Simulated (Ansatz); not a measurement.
# Calculations on ZrS

Part 1: Scan

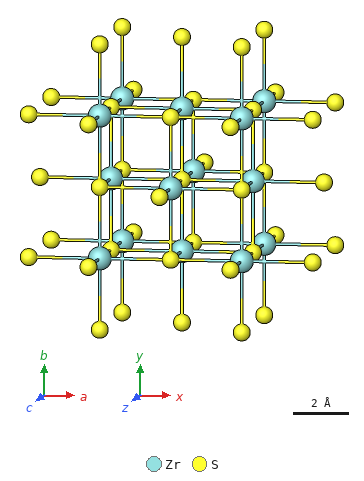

Energy scan for a crystal of ZrS (Fm-3m), in which the cell is strained along x and oppositely along y, with the atoms kept at their fractional coordinates. x, y and z are the Cartesian axes of the input. The picture shows the reference cell. Style: ball-and-stick. Shown: the conventional cell (4 times the calculation's cell), along the c axis, with a slight tilt. Lengths and directions refer to the drawn axes.

Method: DFT PBEsol, scalar-relativistic, plane waves, PAW (Ansatz 0.2.0). Settings: plane-wave cutoff 420 eV; k-point mesh 16 × 16 × 16; occupations gaussian; smearing width 0.15 eV; no spin polarisation. Energies (free energies at the smearing named) are counted from the cell as listed in its source, which wasn't relaxed.

```
Zr S
1.0
     0.00000    2.62500    2.62500
     2.62500    0.00000    2.62500
     2.62500    2.62500    0.00000
Zr S
1 1
Direct
  0.00000 0.00000 0.00000
  0.50000 0.50000 0.50000
```

**Predict the energy profile (the strain: −0.0200, −0.0150, −0.0100, −0.0050, 0.0000, 0.0025, 0.0050, 0.0075, 0.0100, 0.0125, 0.0150, 0.0175, 0.0200).**

```
 strain  energy change (meV/atom)
−0.0200                      10.4
−0.0150                       5.8
−0.0100                       2.6
−0.0050                       0.6
 0.0000                       0.0
 0.0025                       0.2
 0.0050                       0.6
 0.0075                       1.4
 0.0100                       2.6
 0.0125                       4.0
 0.0150                       5.8
 0.0175                       8.0
 0.0200                      10.4
```

Points that are alike by symmetry were computed once.

The lowest computed point lies at the strain 0.00 (0.0 meV/atom). The unrelaxed reference is under a pressure of −6.5 GPa. The distortion takes the space group from Fm-3m to Fmmm. At the strain −0.02 the cell of the drawing goes a 5.250 → 5.145 Å, b 5.250 → 5.355 Å.

As a plot (hollow markers are points alike by symmetry):

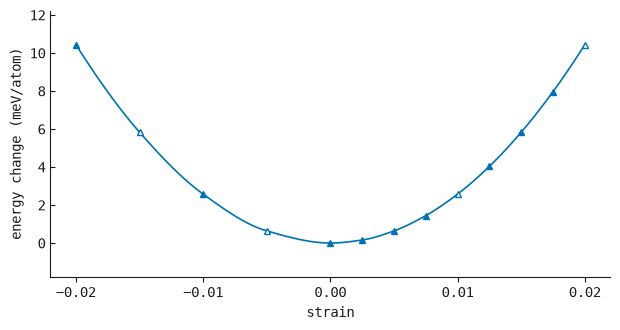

Part 2: Scan

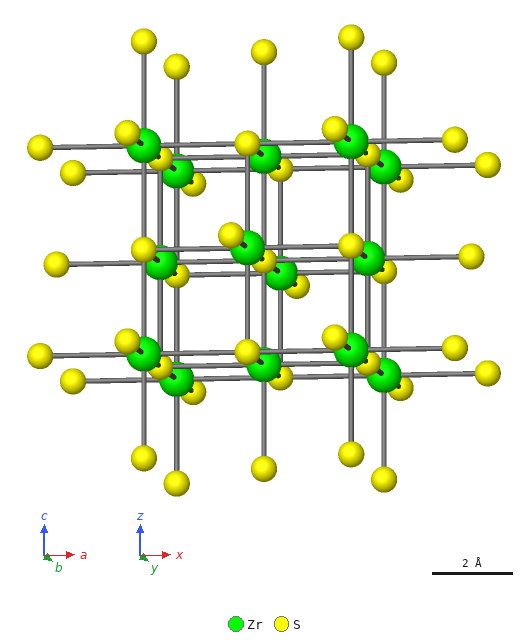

A scan of a crystal of ZrS (Fm-3m): the cell is strained equally along x and y and separately along z, with the atoms kept at their fractional coordinates. x, y and z are the Cartesian axes of the input. The picture shows the reference cell. Style: ball-and-stick. Shown: the conventional cell (4 times the calculation's cell), along the b axis, with a slight tilt. Lengths and directions refer to the drawn axes.

Theory: DFT PBEsol, scalar-relativistic, plane waves, PAW (Ansatz). Set-up: plane-wave cutoff 420 eV; k-point mesh 16 × 16 × 16; occupations gaussian; smearing width 0.15 eV; no spin polarisation. Energies (free energies at the smearing named) are counted from the cell as listed in its source, which wasn't relaxed.

The input:
```yaml
crystal:
  lattice:
    - [0.0, 2.625, 2.625]
    - [2.625, 0.0, 2.625]
    - [2.625, 2.625, 0.0]
  atoms:
    - { symbol: Zr, position: [0.0, 0.0, 0.0] }
    - { symbol: S, position: [0.5, 0.5, 0.5] }
basis:
  ecutwfc: 420
kpoints:
  mp_grid: { grid: [16, 16, 16] }
hamiltonian:
  xc: pbesol
scf:
  occupations: { method: gaussian, width: 0.15 }
output:
  forces: true
  stress: true
  eigenvalues: true
```

Command:
```bash
ansatz run input.yaml --threads 1 --pin off --max-ram 2560MiB --backend cpu --events-out ev --progress --plain --runs-dir out
```

### Predict the energy profile on a grid with rows −0.080, −0.040, 0.000, 0.040, 0.080 and columns −0.080, −0.040, 0.000, 0.040, 0.080 (strain along x and y; strain along z).

Rows: strain along x and y; columns: strain along z; values in meV/atom.

```
        −0.080  −0.040  0.000  0.040  0.080
−0.080     362     243    210    226    268
−0.040     133      28     10     43    103
 0.000      89       2      0     49    125
 0.040     162      92    108    174    266
 0.080     300     250    283    366    475
```

In pairs of (strain along x and y; strain along z): the lowest computed point lies at (0.000, 0.000) (0 meV/atom), the highest at (0.080, 0.080) (475 meV/atom). The valley is tilted: raising the in-plane strain is made harder by raising the strain along z (cross term 0.20 of the geometric mean of the two curvatures). Over the ranges scanned the energy rises more along the first axis, the in-plane strain. The pressure runs from −21.9 GPa at (0.080, 0.080) to 46.4 GPa at (−0.080, −0.080).

Part 3: Energy map

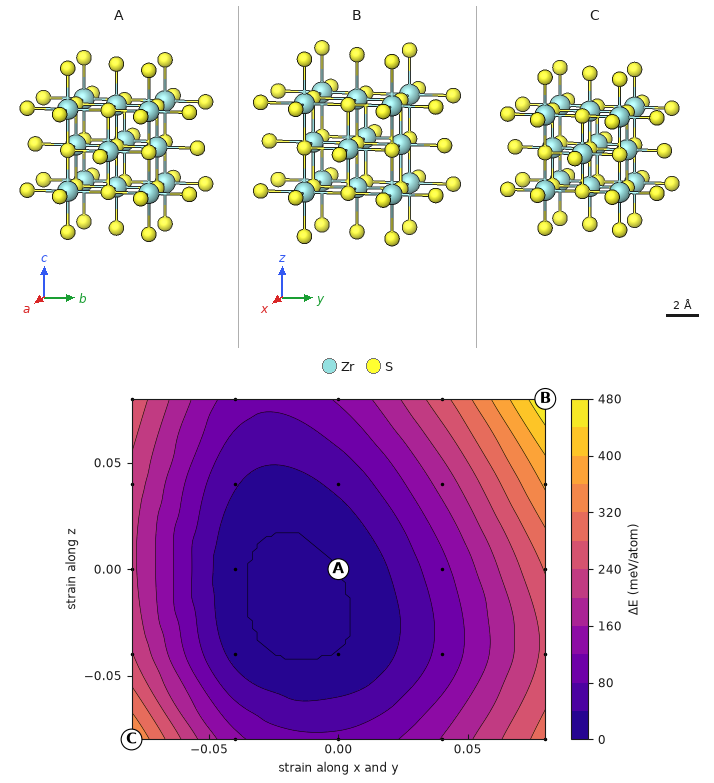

Energy scan for a crystal of ZrS (Fm-3m), in which the cell is strained equally along x and y and separately along z, with the atoms kept at their fractional coordinates. x, y and z are the Cartesian axes of the input. The map is interpolated between the computed points (dots). The lettered frames are marked on it. The picture is a ball-and-stick view of the conventional cell (4 times the calculation's cell), seen slightly off an axis. Lengths and directions refer to the drawn axes.

Theory: DFT PBEsol, scalar-relativistic, plane waves, PAW in Ansatz. (plane-wave cutoff 420 eV; k-point mesh 16 × 16 × 16; occupations gaussian; smearing width 0.15 eV; no spin polarisation). Energies (free energies at the smearing named) are counted from the cell as listed in its source, which wasn't relaxed.

> What does the map show?

In pairs of (strain along x and y; strain along z): the lowest computed point lies at (0.000, 0.000) (0 meV/atom), the highest at (0.080, 0.080) (475 meV/atom). The valley is tilted: raising the in-plane strain is made harder by raising the strain along z (cross term 0.20 of the geometric mean of the two curvatures). Over the ranges scanned the energy rises more along the first axis, the in-plane strain. The pressure runs from −21.9 GPa at (0.080, 0.080) to 46.4 GPa at (−0.080, −0.080). The frames lie at A (0.000, 0.000): 0 meV/atom, B (0.080, 0.080): 475 meV/atom, C (−0.080, −0.080): 362 meV/atom.

The computed points:

Rows: strain along x and y; columns: strain along z; values in meV/atom.

|  | −0.080 | −0.040 | 0.000 | 0.040 | 0.080 |
| --- | --- | --- | --- | --- | --- |
| −0.080 | 362 | 243 | 210 | 226 | 268 |
| −0.040 | 133 | 28 | 10 | 43 | 103 |
| 0.000 | 89 | 2 | 0 | 49 | 125 |
| 0.040 | 162 | 92 | 108 | 174 | 266 |
| 0.080 | 300 | 250 | 283 | 366 | 475 |
